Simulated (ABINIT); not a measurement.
## Cu: geometry relaxation (part 2 of 2)

Cu (Fm-3m, 1 atom in the cell); Kohn-Sham DFT of a periodic cell, PBE, SG15 NC PBE v1.2, no spin polarisation (ABINIT 10.8.3); cutoff 1251.72 eV, 10×10×10 k-mesh, fermi-dirac of 0.05 eV. The structure derives from an entry of the Crystallography Open Database.

Geometry of the input (Å; fractional positions):
```
0.0000  1.8075  1.8075
1.8075  0.0000  1.8075
1.8075  1.8075  0.0000
Cu 0.0000  0.0000  0.0000
```

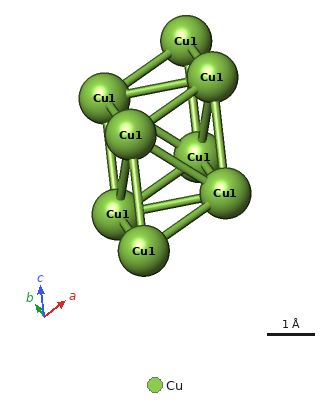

Figure 1. The geometry at step 2 of the log (ball-and-stick view of the cell of the calculation, seen slightly off an axis; atoms are numbered from 1 in the order of the input).

Log, continued
```
 Cartesian coordinates (xcart) [bohr]
  0.00000000000000E+00  0.00000000000000E+00  0.00000000000000E+00
 Reduced coordinates (xred)
  0.00000000000000E+00  0.00000000000000E+00  0.00000000000000E+00
 Cartesian forces (fcart) [Ha/bohr]; max,rms= 0.00000E+00 0.00000E+00 (free atoms)
 -0.00000000000000E+00 -0.00000000000000E+00 -0.00000000000000E+00
 Gradient of E wrt nuclear positions in reduced coordinates (gred)
  0.00000000000000E+00  0.00000000000000E+00  0.00000000000000E+00
 Scale of Primitive Cell (acell) [bohr]
  4.84157091671481E+00  4.84157091671481E+00  4.84157091671481E+00
 Real space primitive translations (rprimd) [bohr]
  0.00000000000000E+00  3.42350762680461E+00  3.42350762680461E+00
  3.42350762680461E+00  0.00000000000000E+00  3.42350762680461E+00
  3.42350762680461E+00  3.42350762680461E+00  0.00000000000000E+00
 Unitary Cell Volume (ucvol) [Bohr^3]=  8.02497881899645E+01
 Angles (23,13,12)= [degrees]
  6.00000000000000E+01  6.00000000000000E+01  6.00000000000000E+01
 Lengths [Bohr]
  4.84157091671481E+00  4.84157091671481E+00  4.84157091671481E+00
 Stress tensor in cartesian coordinates (strten) [Ha/bohr^3]
 -4.21314201905915E-05  0.00000000000000E+00  0.00000000000000E+00
  0.00000000000000E+00 -4.21314201905360E-05  0.00000000000000E+00
  0.00000000000000E+00  0.00000000000000E+00 -4.21314201905082E-05
 Total energy (etotal) [Ha]= -1.82604708403324E+02

 Difference of energy with previous step (new-old):
           Absolute (Ha)=-3.24464E-05
           Relative     =-1.77687E-07

--- Iteration: ( 3/50) Internal Cycle: (1/1)
--------------------------------------------------------------------------------

---SELF-CONSISTENT-FIELD CONVERGENCE--------------------------------------------

--- !BeginCycle
iteration_state: {dtset: 1, itime: 3, icycle: 1, }
solver: {iscf: 7, nstep: 80, nline: 4, wfoptalg: 0, }
tolerances: {tolvrs: 1.00E-12, }
...

     iter   Etot(hartree)      deltaE(h)  residm     vres2
 ETOT  1  -182.59049395704    -1.826E+02 8.562E-07 5.794E+01
 ETOT  2  -182.56461984099     2.587E-02 9.541E-06 1.508E+02
 ETOT  3  -182.60470923770    -4.009E-02 8.748E-04 3.857E-02
 ETOT  4  -182.60472326263    -1.402E-05 2.282E-06 1.842E-04
 ETOT  5  -182.60472330940    -4.677E-08 6.730E-08 4.283E-06
 ETOT  6  -182.60472330992    -5.183E-10 1.801E-08 2.886E-08
 ETOT  7  -182.60472330993    -5.855E-12 2.658E-09 2.470E-10
 ETOT  8  -182.60472330992     1.276E-11 2.143E-10 3.787E-13

 At SCF step    8       vres2   =  3.79E-13 < tolvrs=  1.00E-12 =>converged.

 Cartesian components of stress tensor (hartree/bohr^3)
  sigma(1 1)= -1.48095928E-06  sigma(3 2)=  0.00000000E+00
  sigma(2 2)= -1.48095928E-06  sigma(3 1)=  0.00000000E+00
  sigma(3 3)= -1.48095928E-06  sigma(2 1)=  0.00000000E+00

--- !ResultsGS
iteration_state: {dtset: 1, itime: 3, icycle: 1, }
comment   : Summary of ground state results
lattice_vectors:
- [  0.0000000,   3.4332835,   3.4332835, ]
- [  3.4332835,   0.0000000,   3.4332835, ]
- [  3.4332835,   3.4332835,   0.0000000, ]
lattice_lengths: [   4.85540,    4.85540,    4.85540, ]
lattice_angles: [ 60.000,  60.000,  60.000, ] # degrees, (23, 13, 12)
lattice_volume:   8.0939214E+01
convergence: {deltae:  1.276E-11, res2:  3.787E-13, residm:  2.143E-10, diffor: null, }
etotal    :  -1.82604723E+02
entropy   :   0.00000000E+00
fermie    :   2.23753053E-01
cartesian_stress_tensor: # hartree/bohr^3
- [ -1.48095928E-06,   0.00000000E+00,   0.00000000E+00, ]
- [  0.00000000E+00,  -1.48095928E-06,   0.00000000E+00, ]
- [  0.00000000E+00,   0.00000000E+00,  -1.48095928E-06, ]
pressure_GPa:   4.3571E-02
xred      :
- [  0.0000E+00,   0.0000E+00,   0.0000E+00, Cu]
cartesian_forces: # hartree/bohr
- [ -0.00000000E+00,  -0.00000000E+00,  -0.00000000E+00, ]
force_length_stats: {min:   0.00000000E+00, max:   0.00000000E+00, mean:   0.00000000E+00, }
...

 Integrated electronic density in atomic spheres:
 ------------------------------------------------
 Atom  Sphere_radius  Integrated_density
    1        2.00000         17.35962917

---OUTPUT-----------------------------------------------------------------------

 Cartesian coordinates (xcart) [bohr]
  0.00000000000000E+00  0.00000000000000E+00  0.00000000000000E+00
 Reduced coordinates (xred)
  0.00000000000000E+00  0.00000000000000E+00  0.00000000000000E+00
 Cartesian forces (fcart) [Ha/bohr]; max,rms= 0.00000E+00 0.00000E+00 (free atoms)
 -0.00000000000000E+00 -0.00000000000000E+00 -0.00000000000000E+00
 Gradient of E wrt nuclear positions in reduced coordinates (gred)
  0.00000000000000E+00  0.00000000000000E+00  0.00000000000000E+00
 Scale of Primitive Cell (acell) [bohr]
  4.85539604725017E+00  4.85539604725018E+00  4.85539604725018E+00
 Real space primitive translations (rprimd) [bohr]
  0.00000000000000E+00  3.43328347035696E+00  3.43328347035696E+00
  3.43328347035696E+00  0.00000000000000E+00  3.43328347035696E+00
  3.43328347035696E+00  3.43328347035696E+00  0.00000000000000E+00
 Unitary Cell Volume (ucvol) [Bohr^3]=  8.09392141498495E+01
 Angles (23,13,12)= [degrees]
  6.00000000000000E+01  6.00000000000000E+01  6.00000000000000E+01
 Lengths [Bohr]
  4.85539604725017E+00  4.85539604725018E+00  4.85539604725018E+00
 Stress tensor in cartesian coordinates (strten) [Ha/bohr^3]
 -1.48095927625380E-06  0.00000000000000E+00  0.00000000000000E+00
  0.00000000000000E+00 -1.48095927623992E-06  0.00000000000000E+00
  0.00000000000000E+00  0.00000000000000E+00 -1.48095927619829E-06
 Total energy (etotal) [Ha]= -1.82604723309916E+02

 Difference of energy with previous step (new-old):
           Absolute (Ha)=-1.49066E-05
           Relative     =-8.16331E-08

--- Iteration: ( 4/50) Internal Cycle: (1/1)
--------------------------------------------------------------------------------

---SELF-CONSISTENT-FIELD CONVERGENCE--------------------------------------------

--- !BeginCycle
iteration_state: {dtset: 1, itime: 4, icycle: 1, }
solver: {iscf: 7, nstep: 80, nline: 4, wfoptalg: 0, }
tolerances: {tolvrs: 1.00E-12, }
...

     iter   Etot(hartree)      deltaE(h)  residm     vres2
 ETOT  1  -182.60470481274    -1.826E+02 1.658E-09 7.550E-02
 ETOT  2  -182.60466464863     4.016E-05 1.063E-08 2.165E-01
 ETOT  3  -182.60472324636    -5.860E-05 1.196E-06 3.082E-04
 ETOT  4  -182.60472332890    -8.254E-08 3.701E-09 1.437E-06
 ETOT  5  -182.60472332915    -2.540E-10 9.052E-11 3.703E-09
 ETOT  6  -182.60472332915     8.811E-13 2.631E-11 3.416E-11
 ETOT  7  -182.60472332915    -1.933E-12 4.718E-12 2.299E-13

 At SCF step    7       vres2   =  2.30E-13 < tolvrs=  1.00E-12 =>converged.

 Cartesian components of stress tensor (hartree/bohr^3)
  sigma(1 1)= -3.27931638E-08  sigma(3 2)=  0.00000000E+00
  sigma(2 2)= -3.27931639E-08  sigma(3 1)=  0.00000000E+00
  sigma(3 3)= -3.27931639E-08  sigma(2 1)=  0.00000000E+00

--- !ResultsGS
iteration_state: {dtset: 1, itime: 4, icycle: 1, }
comment   : Summary of ground state results
lattice_vectors:
- [  0.0000000,   3.4336428,   3.4336428, ]
- [  3.4336428,   0.0000000,   3.4336428, ]
- [  3.4336428,   3.4336428,   0.0000000, ]
lattice_lengths: [   4.85590,    4.85590,    4.85590, ]
lattice_angles: [ 60.000,  60.000,  60.000, ] # degrees, (23, 13, 12)
lattice_volume:   8.0964630E+01
convergence: {deltae: -1.933E-12, res2:  2.299E-13, residm:  4.718E-12, diffor: null, }
etotal    :  -1.82604723E+02
entropy   :   0.00000000E+00
fermie    :   2.23629739E-01
cartesian_stress_tensor: # hartree/bohr^3
- [ -3.27931638E-08,   0.00000000E+00,   0.00000000E+00, ]
- [  0.00000000E+00,  -3.27931639E-08,   0.00000000E+00, ]
- [  0.00000000E+00,   0.00000000E+00,  -3.27931639E-08, ]
pressure_GPa:   9.6481E-04
xred      :
- [  0.0000E+00,   0.0000E+00,   0.0000E+00, Cu]
cartesian_forces: # hartree/bohr
- [ -0.00000000E+00,  -0.00000000E+00,  -0.00000000E+00, ]
force_length_stats: {min:   0.00000000E+00, max:   0.00000000E+00, mean:   0.00000000E+00, }
...

 Integrated electronic density in atomic spheres:
 ------------------------------------------------
 Atom  Sphere_radius  Integrated_density
    1        2.00000         17.35994772

---OUTPUT-----------------------------------------------------------------------

 Cartesian coordinates (xcart) [bohr]
  0.00000000000000E+00  0.00000000000000E+00  0.00000000000000E+00
 Reduced coordinates (xred)
  0.00000000000000E+00  0.00000000000000E+00  0.00000000000000E+00
 Cartesian forces (fcart) [Ha/bohr]; max,rms= 0.00000E+00 0.00000E+00 (free atoms)
 -0.00000000000000E+00 -0.00000000000000E+00 -0.00000000000000E+00
 Gradient of E wrt nuclear positions in reduced coordinates (gred)
  0.00000000000000E+00  0.00000000000000E+00  0.00000000000000E+00
 Scale of Primitive Cell (acell) [bohr]
  4.85590420425853E+00  4.85590420425853E+00  4.85590420425853E+00
 Real space primitive translations (rprimd) [bohr]
  0.00000000000000E+00  3.43364279162347E+00  3.43364279162347E+00
  3.43364279162347E+00  0.00000000000000E+00  3.43364279162347E+00
  3.43364279162347E+00  3.43364279162347E+00  0.00000000000000E+00
 Unitary Cell Volume (ucvol) [Bohr^3]=  8.09646296668814E+01
 Angles (23,13,12)= [degrees]
  6.00000000000000E+01  6.00000000000000E+01  6.00000000000000E+01
 Lengths [Bohr]
  4.85590420425853E+00  4.85590420425853E+00  4.85590420425853E+00
 Stress tensor in cartesian coordinates (strten) [Ha/bohr^3]
 -3.27931638371970E-08  0.00000000000000E+00  0.00000000000000E+00
  0.00000000000000E+00 -3.27931638927081E-08  0.00000000000000E+00
  0.00000000000000E+00  0.00000000000000E+00 -3.27931638510748E-08
 Total energy (etotal) [Ha]= -1.82604723329151E+02

 Difference of energy with previous step (new-old):
           Absolute (Ha)=-1.92342E-08
           Relative     =-1.05333E-10

 At Broyd/MD step   4, gradients are converged :
  max grad (force/stress) = 3.2793E-06 < tolmxf= 2.0000E-05 ha/bohr (free atoms)

================================================================================

 ----iterations are completed or convergence reached----

 Mean square residual over all n,k,spin=   92.147E-16; max=  47.184E-13
 reduced coordinates (array xred) for    1 atoms
       0.000000000000      0.000000000000      0.000000000000
 rms dE/dt=  0.0000E+00; max dE/dt=  0.0000E+00; dE/dt below (all hartree)
    1       0.000000000000      0.000000000000      0.000000000000

 cartesian coordinates (angstrom) at end:
    1      0.00000000000000     0.00000000000000     0.00000000000000

 cartesian forces (hartree/bohr) at end:
    1     -0.00000000000000    -0.00000000000000    -0.00000000000000
 frms,max,avg= 0.0000000E+00 0.0000000E+00   0.000E+00  0.000E+00  0.000E+00 h/b

 cartesian forces (eV/Angstrom) at end:
    1     -0.00000000000000    -0.00000000000000    -0.00000000000000
 frms,max,avg= 0.0000000E+00 0.0000000E+00   0.000E+00  0.000E+00  0.000E+00 e/A
 length scales=  4.855904204259  4.855904204259  4.855904204259 bohr
              =  2.569633841478  2.569633841478  2.569633841478 angstroms
 Fermi (or HOMO) energy (hartree) =   0.22363   Average Vxc (hartree)=  -0.48410
 Eigenvalues (hartree) for nkpt=  47  k points:
 kpt#   1, nband= 14, wtk=  0.00100, kpt=  0.0000  0.0000  0.0000 (reduced coord)
  -3.91032   -2.34155   -2.34155   -2.34155   -0.11264    0.11759    0.11759    0.11759
   0.14759    0.14759    1.06157    1.14969    1.14969    1.14969
      occupation numbers for kpt#   1
   2.00000    2.00000    2.00000    2.00000    2.00000    2.00000    2.00000    2.00000
   2.00000    2.00000    0.00000    0.00000    0.00000    0.00000
 prteigrs : prtvol=0 or 1, do not print more k-points.

--- !EnergyTerms
iteration_state     : {dtset: 1, itime: 4, icycle: 1, }
comment             : Components of total free energy in Hartree
kinetic             :  8.34614028434828E+01
hartree             :  5.45366842805451E+01
xc                  : -1.74316888434855E+01
Ewald energy        : -1.20508692167460E+02
psp_core            :  7.71790575300657E+00
local_psp           : -1.28459181336049E+02
non_local_psp       : -6.19209889803774E+01
internal            : -1.82604558450337E+02
'-kT*entropy'       : -1.64878813447263E-04
total_energy        : -1.82604723329151E+02
total_energy_eV     : -4.96892765685001E+03
band_energy         : -2.05871623060617E+01
...

 Cartesian components of stress tensor (hartree/bohr^3)
  sigma(1 1)= -3.27931638E-08  sigma(3 2)=  0.00000000E+00
  sigma(2 2)= -3.27931639E-08  sigma(3 1)=  0.00000000E+00
  sigma(3 3)= -3.27931639E-08  sigma(2 1)=  0.00000000E+00

-Cartesian components of stress tensor (GPa)         [Pressure=  9.6481E-04 GPa]
- sigma(1 1)= -9.64808190E-04  sigma(3 2)=  0.00000000E+00
- sigma(2 2)= -9.64808192E-04  sigma(3 1)=  0.00000000E+00
- sigma(3 3)= -9.64808190E-04  sigma(2 1)=  0.00000000E+00

== END DATASET(S) ==============================================================
================================================================================

 -outvars: echo values of variables after computation  --------
            acell      4.8559042043E+00  4.8559042043E+00  4.8559042043E+00 Bohr
           etotal     -1.8260472333E+02
            fcart     -0.0000000000E+00 -0.0000000000E+00 -0.0000000000E+00
            rprim      0.0000000000E+00  7.0710678119E-01  7.0710678119E-01
                       7.0710678119E-01  0.0000000000E+00  7.0710678119E-01
                       7.0710678119E-01  7.0710678119E-01  0.0000000000E+00
           strten     -3.2793163837E-08 -3.2793163893E-08 -3.2793163851E-08
                       0.0000000000E+00  0.0000000000E+00  0.0000000000E+00
 Calculation completed.
```

Trajectory as extended XYZ (Å, eV, eV/Å), 4 frames, from step=0 to step=3
```
1
Lattice="0.0000 1.8075 1.8075 1.8075 0.0000 1.8075 1.8075 1.8075 0.0000" Properties=species:S:1:pos:R:3:forces:R:3 step=0 energy=-4968.92637
Cu    0.0000    0.0000    0.0000    0.0000   0.0000   0.0000
1
Lattice="0.0000 1.8116 1.8116 1.8116 0.0000 1.8116 1.8116 1.8116 0.0000" Properties=species:S:1:pos:R:3:forces:R:3 step=1 energy=-4968.92725
Cu    0.0000    0.0000    0.0000    0.0000   0.0000   0.0000
1
Lattice="0.0000 1.8168 1.8168 1.8168 0.0000 1.8168 1.8168 1.8168 0.0000" Properties=species:S:1:pos:R:3:forces:R:3 step=2 energy=-4968.92766
Cu    0.0000    0.0000    0.0000    0.0000   0.0000   0.0000
1
Lattice="0.0000 1.8170 1.8170 1.8170 0.0000 1.8170 1.8170 1.8170 0.0000" Properties=species:S:1:pos:R:3:forces:R:3 step=3 energy=-4968.92766
Cu    0.0000    0.0000    0.0000    0.0000   0.0000   0.0000
```

Key numbers

```json
{"quantity": "outcome", "value": "converged"}
{"quantity": "space group (tolerance 0.01 Å)", "value": "Fm-3m (225)"}
{"quantity": "electrons treated", "value": "19"}
{"quantity": "free energy", "value": "−4968.9277 eV"}
{"quantity": "Fermi energy", "value": "6.085 eV"}
{"quantity": "gap on the k-point mesh", "value": "none (metallic)"}
{"quantity": "pressure", "value": "0.00 GPa"}
{"quantity": "final volume", "value": "12.00 Å³"}
{"quantity": "largest force (length of the vector) at the end", "value": "under 0.001 eV/Å"}
{"quantity": "final cell", "value": "a = 2.570 Å, b = 2.570 Å, c = 2.570 Å, α = 60.00°, β = 60.00°, γ = 60.00°"}
{"quantity": "hardware", "value": "4 threads of Arm Neoverse V2, 24 GiB of memory available, shared host"}
{"quantity": "wall time", "value": "19 s (CPU time 77 s)"}
{"quantity": "peak memory", "value": "0.24 GiB"}
```
